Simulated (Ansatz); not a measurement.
## Electronic structure of MoSe in real space

```
Mo Se
1.0
     5.07723    0.00000    0.00000
     0.00000    5.07723    0.00000
     0.00000    0.00000    5.07723
Mo Se
4 4
Direct
  0.00000 0.00000 0.00000
  0.50000 0.50000 0.00000
  0.50000 0.00000 0.50000
  0.00000 0.50000 0.50000
  0.50000 0.00000 0.00000
  0.00000 0.50000 0.00000
  0.00000 0.00000 0.50000
  0.50000 0.50000 0.50000
```

Space group Fm-3m; started from the rock salt prototype, which need not be the ambient phase; computed pressure about 14 GPa in this cell; the program warned that a starting moment wasn't kept; spin-polarised, but the moments vanished.

These are results of DFT PBE, scalar-relativistic, plane waves, PAW (Ansatz 0.2.0), not measurements.

Core electrons are frozen (PAW), and the valence fields are smoothed inside the atomic spheres.

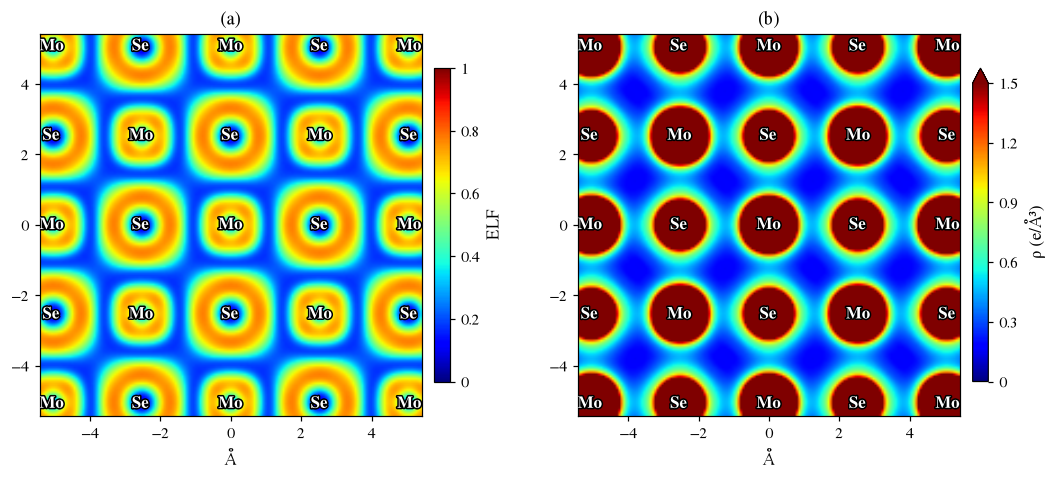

Figure 1. (a) ELF; (b) valence charge density (pseudo) on the (001) plane of the conventional cell.

Q: What do the fields say about this system?

A: The section cuts through Mo and Se sites.
Mo–Se (2.54 Å): ρ at the midpoint is about 0.46 e/Å³; the ELF is about 0.35 at the midpoint.
Between the atoms the lowest density in this plane is 0.16 e/Å³.
The features right at Mo lie inside the PAW spheres, where the map follows smoothed inner orbitals and isn't to be read closely.

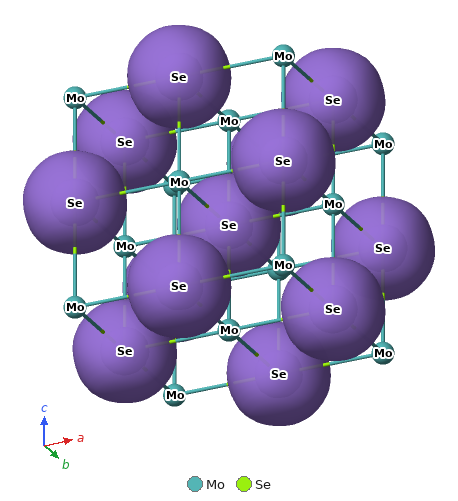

Figure 2. Isosurface of the electron localisation function at 0.6 (purple), seen at an oblique angle. Core shells and regions of very low density are left out. Sticks mark near contacts.

Q: Describe the localisation domains.

A: At this value the surface marks out four regions wrapped around Se (the valence shell of each), counted in one cell of 8 atoms. Regions shared between cells count once.

Q: Does the calculation give a band gap?

A: It is metallic or semimetallic at this level of theory: no gap opens; semilocal functionals without U, or without the true magnetic order, often close the gap of such compounds.
